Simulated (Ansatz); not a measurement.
Structure data:

```cif
data_structure
_symmetry_space_group_name_H-M 'R -3 m :H'
_symmetry_Int_Tables_number 166
_cell_length_a 2.3925
_cell_length_b 2.3925
_cell_length_c 26.1901
_cell_angle_alpha 90.000
_cell_angle_beta 90.000
_cell_angle_gamma 120.000
_cell_volume 129.83
loop_
_atom_site_label
_atom_site_type_symbol
_atom_site_symmetry_multiplicity
_atom_site_Wyckoff_symbol
_atom_site_fract_x
_atom_site_fract_y
_atom_site_fract_z
_atom_site_occupancy
C1 C 6 c 0.66667 0.33333 0.25079 1
C2 C 6 c 0.00000 0.00000 0.25079 1
```

### Before looking at a picture, describe the arrangement of atoms.

The element is carbon. Its lattice is rhombohedral (trigonal R), its space group R-3m (No. 166). The cell holds twelve atoms. Each C has three C in a trigonal planar arrangement at 1.38 Å. The bonds build C layers parallel to (001).

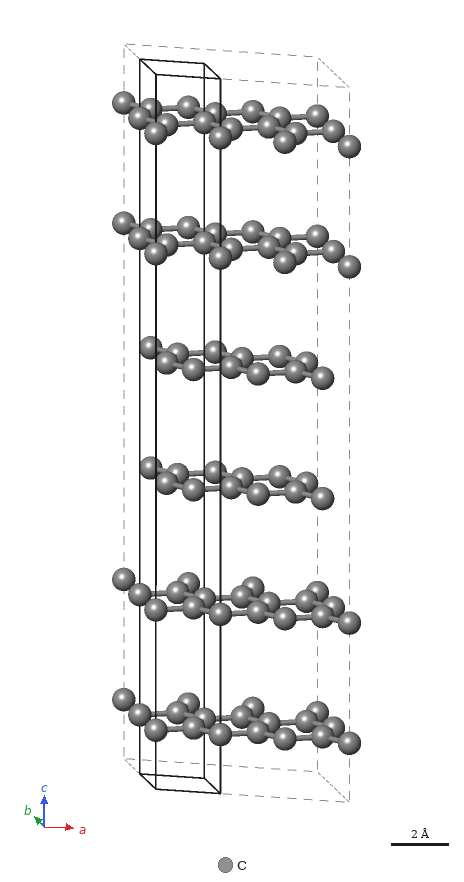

Ball-and-stick model, viewed slightly off an axis. The drawing covers 3×2×1 cells, and the solid lines enclose one conventional unit cell. Colours: carbon grey.

The structure comes from a structure listed in the Materials Project. The cell was then strained or its atoms displaced on purpose. An electronic-structure calculation with Ansatz was run on it.

At this level of theory the cell isn't at rest (compressed, at 22 GPa), so its distances can differ from those at equilibrium, the more so the softer the solid.
